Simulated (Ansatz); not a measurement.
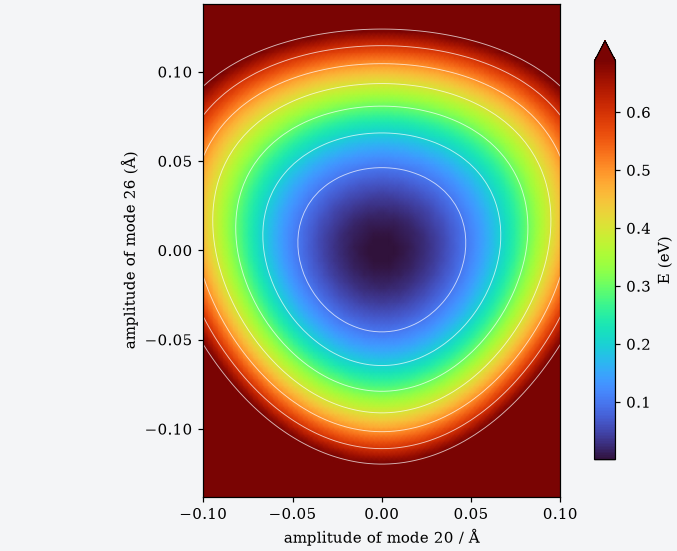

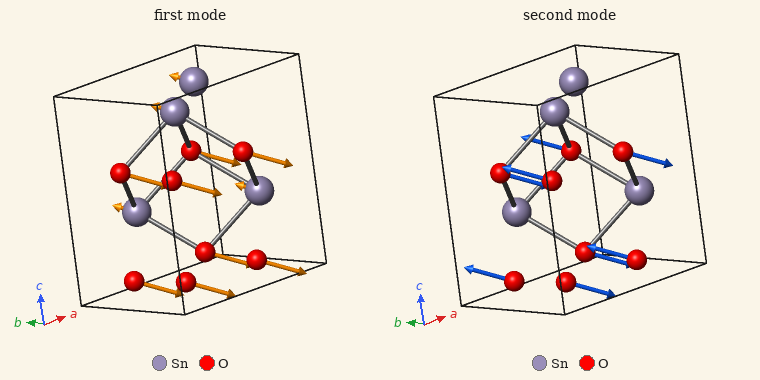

Energy landscape of SnO2 (R-3m, No. 166; 12 atoms in the cell). The energy is mapped over two normal modes frozen in (zone-centre modes of the 12-atom cell of this scan). The first coordinate is: amplitude of mode 20 (390 cm⁻¹), largest displacement; the second: amplitude of mode 26 (448 cm⁻¹), largest displacement. Nothing is relaxed (the cell and all other modes fixed). Grid: 9 × 9 points. Points are written as (first, second). Energies are in eV per cell, from the lowest grid point. Method: DFT PBE+D3(BJ), scalar-relativistic, plane waves, PAW (Ansatz). Settings: cutoff 520 eV, k-mesh 6×6×6, gaussian smearing 0.05 eV, no spin polarisation.

The picture shows a smooth colour map with a few white contour lines, one colour for all values above the top of the scale. Between grid points the surface is interpolated. The second picture is the structure at the lowest point

**Where are the wells?**

The lowest grid point is at (0.000 Å, 0.000 Å). No other kind of well shows on this grid. The highest grid point, (0.100 Å, −0.138 Å), lies 1.71 eV above the lowest. The gap on the k-mesh is 1.6 eV at the lowest point and runs from 1.4 to 1.6 eV over the map.

Grid values (eV):

```tsv
second ↓, first →	−0.100	−0.075	−0.050	−0.025	0.000	0.025	0.050	0.075	0.100
0.138	1.11	1.00	0.92	0.88	0.86	0.88	0.92	1.00	1.11
0.103	0.79	0.66	0.56	0.51	0.49	0.51	0.56	0.66	0.79
0.069	0.57	0.41	0.31	0.24	0.22	0.24	0.31	0.41	0.57
0.035	0.46	0.28	0.15	0.08	0.06	0.08	0.15	0.28	0.46
0.000	0.46	0.26	0.11	0.03	0.00	0.03	0.11	0.26	0.46
−0.035	0.59	0.35	0.19	0.09	0.06	0.09	0.19	0.35	0.59
−0.069	0.83	0.56	0.38	0.27	0.23	0.27	0.38	0.56	0.83
−0.103	1.20	0.90	0.69	0.56	0.52	0.56	0.69	0.90	1.20
−0.138	1.71	1.37	1.12	0.98	0.93	0.98	1.12	1.37	1.71
```

Each point was launched as `ansatz run input.yaml --threads 4 --pin off --max-ram 8192MiB --backend cpu --events-out ev --progress --plain --runs-dir out`. Time for the 81 points that were run: 15 min on 4 threads of Intel(R) Xeon(R) 6975P-C (Granite Rapids), on a shared host.

PAW datasets: the set soft_1.
